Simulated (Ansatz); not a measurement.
# SnO (slab): what the fields show

Input

```
crystal:
  lattice:
    - [3.8681707533, 0.0, 0.0]
    - [0.0, 5.0672768823, 0.0]
    - [0.0, 0.0, 22.7363415066]
  atoms:
    - { symbol: Sn, position: [0.5, 0.7712638065, 0.3298683738] }
    - { symbol: O, position: [0.0, 0.0, 0.3298683738] }
    - { symbol: Sn, position: [0.0, 0.2287361935, 0.4149341869] }
    - { symbol: O, position: [0.5, 0.0, 0.4149341869] }
    - { symbol: Sn, position: [0.5, 0.7712638065, 0.5] }
    - { symbol: O, position: [0.0, 0.0, 0.5] }
    - { symbol: Sn, position: [0.0, 0.2287361935, 0.5850658131] }
    - { symbol: O, position: [0.5, 0.0, 0.5850658131] }
    - { symbol: Sn, position: [0.5, 0.7712638065, 0.6701316262] }
    - { symbol: O, position: [0.0, 0.0, 0.6701316262] }
basis:
  ecutwfc: 420
kpoints:
  mp_grid: { grid: [9, 7, 1] }
hamiltonian:
  xc: pbe
scf:
  occupations: { method: gaussian, width: 0.05 }
output:
  forces: true
  stress: true
  eigenvalues: true
  write_density: true
  write_potential: true
  elf: true
  volumetric_format: npy
efield:
  axis: 3
  dipole_correction: true
  ramp_width: 0.04
```

Command:

```sh
ansatz run input.yaml --threads 1 --pin off --max-ram 2560MiB --backend cpu --events-out ev --progress --plain --runs-dir out
```

Not relaxed (largest force 1.1 eV/Å).

Level of theory: Ansatz, DFT PBE, scalar-relativistic, plane waves, PAW.

In a PAW calculation such maps are meaningful between the atoms, not at the nuclei.

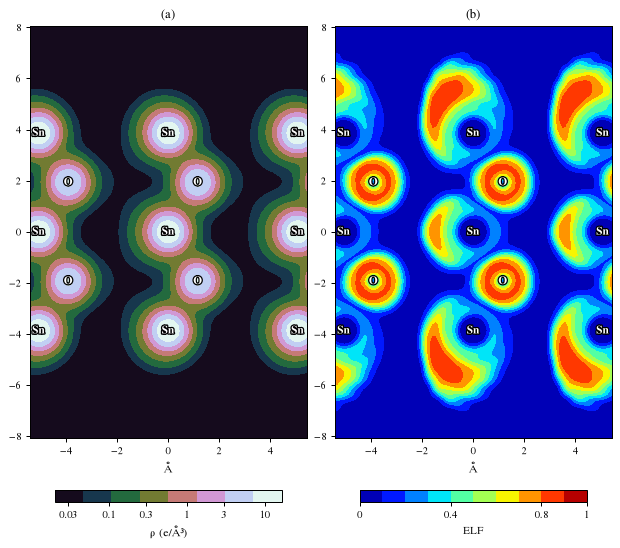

Figure 1. (a) valence electron density; (b) electron localisation function on the (100) plane of the calculation cell, a cut from vacuum to vacuum.

Question: Interpret the plot.

Answer:
- Atoms in the plane: Sn and O.
- Sn–O (2.25 Å): the density is about 0.44 e/Å³ at the midpoint; the ELF peaks at about 0.85 in the valence shell of O, 0.6 Å from its nucleus, and is about 0.20 at the midpoint: no shared electron pair shows on this line.
- The density dies away to nearly zero in the vacuum.

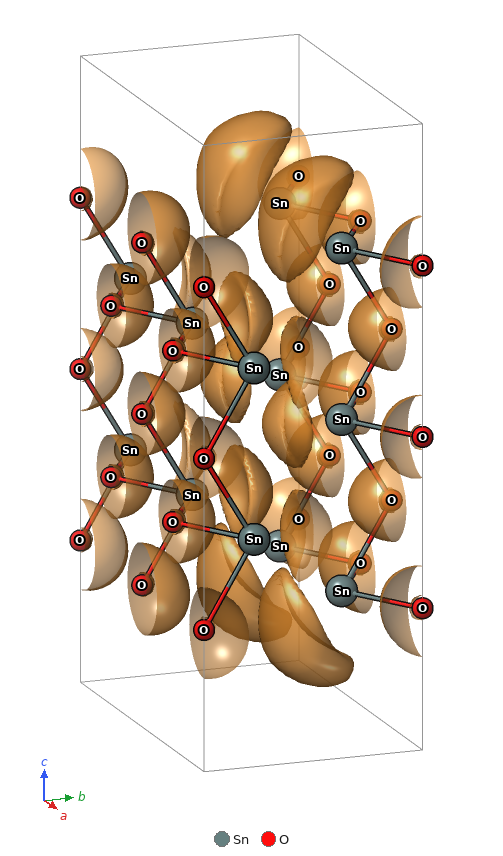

Figure 2. Isosurface of the ELF at 0.6 (orange), seen slightly off an axis. Core shells and regions of very low density are left out. Sticks mark near contacts.

Question: What do the ELF domains correspond to?

Answer: The surface consists of five lobes on Sn, pointing away from the bonds (lone pairs) and five regions wrapped around O (the valence shell of each), counted in one cell of 10 atoms. Counts are for one cell; the picture repeats the cell along the surface.

Question: Does the calculation give a band gap?

Answer: It is gapped, with a Kohn–Sham gap of 0.77 eV on the k-point mesh, an upper bound to the gap of this method.
